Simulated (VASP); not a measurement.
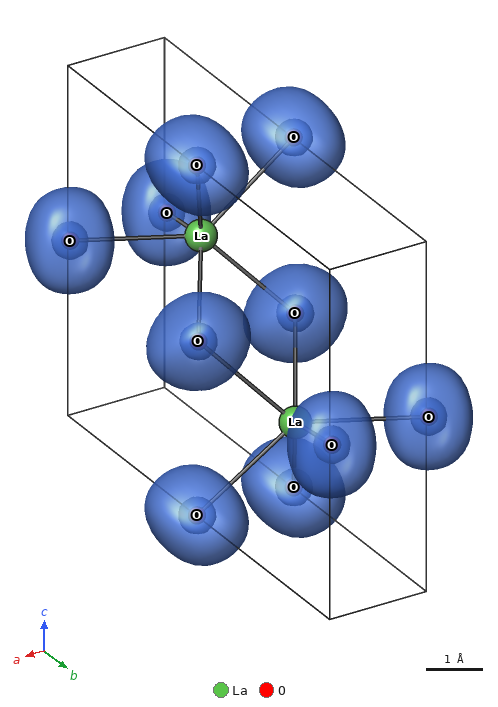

Figure. La2O3. Isosurface of the electron localisation function at 0.7 (blue), seen at an oblique angle. Only the valence region is drawn (cores and ρ < 0.01 e/Å³ removed). Sticks mark near contacts.

Space group P1; a structure from a database of computed crystals, not necessarily the ambient phase; changed on purpose from its base cell (atoms moved at random by about 0.05 A); not relaxed (largest force 1.4 eV/Å).

The calculation used Kohn-Sham DFT of a periodic cell, PBE, VASP PAW PBE potentials, recommended (VASP).

Core electrons are frozen (PAW), and the valence fields are smoothed inside the atomic spheres.

What do the ELF domains correspond to?

Answer. The ELF exceeds this value in three regions wrapped around O (the valence shell of each), counted in one cell of 5 atoms. Regions shared between cells count once. Profiles from the grid: La–O (2.38 Å): the ELF is about 0.25 at the midpoint: a closed-shell, largely ionic contact. La–O (2.44 Å): the ELF is about 0.25 at the midpoint; a closed-shell, largely ionic contact.

Does the calculation give a band gap?

Answer. It is gapped, with a Kohn–Sham gap of 1.6 eV on the k-point mesh, an upper bound to the gap of this method.
